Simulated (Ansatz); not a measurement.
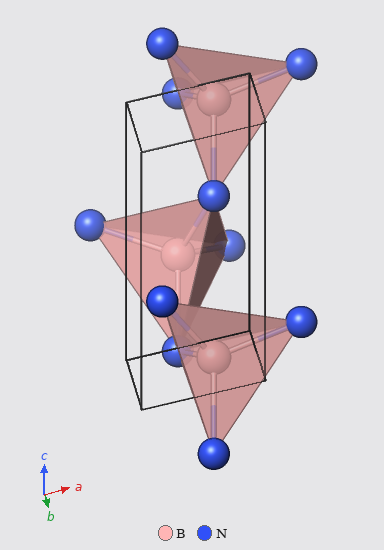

Polyhedral representation of a periodic structure, projected from a general direction. The lines enclose the simulation cell; boundary atoms appear with their images. A few atoms beyond the faces are included.

The program read this input:
```yaml
crystal:
  lattice:
    - [2.4517820176, 0.0, 0.0]
    - [-1.2258910088, 2.1233055118, 0.0]
    - [0.0, 0.0, 4.3959292]
  atoms:
    - { symbol: B, position: [0.6666666667, 0.3333333333, 0.999724] }
    - { symbol: B, position: [0.3333333333, 0.6666666667, 0.499724] }
    - { symbol: "N", position: [0.6666666667, 0.3333333333, 0.625276] }
    - { symbol: "N", position: [0.3333333333, 0.6666666667, 0.125276] }
basis:
  ecutwfc: 500
kpoints:
  mp_grid: { grid: [12, 12, 6] }
hamiltonian:
  xc: r2scan
scf:
  occupations: { method: gaussian, width: 0.05 }
output:
  forces: true
  stress: true
  eigenvalues: true
  write_density: true
  write_potential: true
  elf: true
  volumetric_format: npy
```
Run as:
```sh
ansatz run input.yaml --threads 1 --pin off --max-ram 2560MiB --backend cpu --events-out ev --progress --plain --runs-dir out
```

Results below were computed with DFT r2SCAN, scalar-relativistic, plane waves, PAW (Ansatz); the settings were plane-wave cutoff 500 eV, k-point mesh 12×12×6, Gaussian smearing of 0.05 eV, no spin polarisation.

Question: Is it conducting or gapped at this level?

Answer: An insulator at this level, with a gap of 5.36 eV on the k-mesh (the true edges may lie between mesh points, so the gap can be somewhat smaller).

Question: What is the computed pressure?

Answer: The computed pressure is 15.6 GPa (compressed: it would expand). The stress isn't hydrostatic: its largest component is 43.4 GPa.

Origin of the cell: a structure listed in the Materials Project. The cell was then strained or its atoms displaced on purpose. It was run through Ansatz as a DFT input.

At this level of theory the run's own cell isn't at rest (compressed, at 16 GPa), so its distances can differ from those at equilibrium, the more so the softer the solid.
